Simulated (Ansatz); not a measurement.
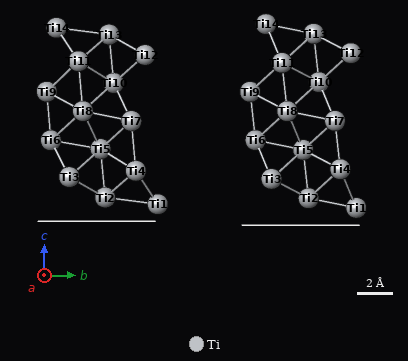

Two geometries of a slab of composition Ti (cut from the P6_3/mmc phase), drawn at one scale. One is the start of a relaxation, the other its converged end. The picture is a ball-and-stick view of the 3 × 1 repeat of the cell, outlined in the plane, without the vacuum, seen along the a axis.

These are results of DFT PBEsol, scalar-relativistic, plane waves, PAW in Ansatz, not measurements. Settings: plane-wave cutoff 420 eV; k-point mesh 12 × 5 × 1; occupations gaussian; smearing width 0.1 eV; no spin polarisation; dipole correction; atoms relaxed in a fixed cell; force threshold 0.02 eV/Å; at most 60 steps.

Question: Which one is relaxed?

Answer: The left one is the relaxed one. Case: (1 0 2) slab, atoms relaxed. The slab is the (1 0 2) face of Ti. Over 4 accepted moves (5 points after the start) the energy falls by 0.319 eV per cell of the calculation. The largest force component goes from 0.79 to 0.02 eV/Å. The line search rejected the trial step at point 3 of the run. The largest moves relative to the layer's centre, 0.39 Å, are those of Ti1 and Ti14. Ti14 goes at 56° to the normal (−c side). The cell doesn't change. Among the contacts that change: Ti13–Ti14 2.841 → 3.096 Å, Ti12–Ti14 2.900 → 2.702 Å, Ti11–Ti13 2.900 → 2.781 Å, Ti11–Ti12 2.841 → 2.939 Å.
